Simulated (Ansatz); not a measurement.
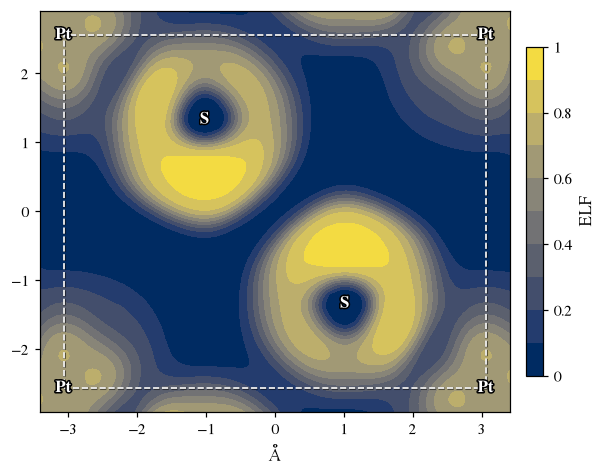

*PtS$_{2}$. ELF on the (010) plane of the standardised cell.*

Space group P-1; started from the measured structure prototype, which need not be the ambient phase; changed on purpose from its base cell (shear xy strain -0.9%); not relaxed (largest force 0.4 eV/Å).

Level of theory: DFT, HSE06, plane waves, PAW (Ansatz 0.2.0).

In a PAW calculation such maps are meaningful between the atoms, not at the nuclei.

What do the fields say about this system?

- Atoms in the plane: Pt and S.
- Pt–S (2.39 Å): the ELF peaks at about 0.90 in the valence shell of S, 0.8 Å from its nucleus, and is about 0.50 at the midpoint.
- The features right at Pt lie inside the PAW spheres, where the map follows smoothed inner orbitals and isn't to be read closely.
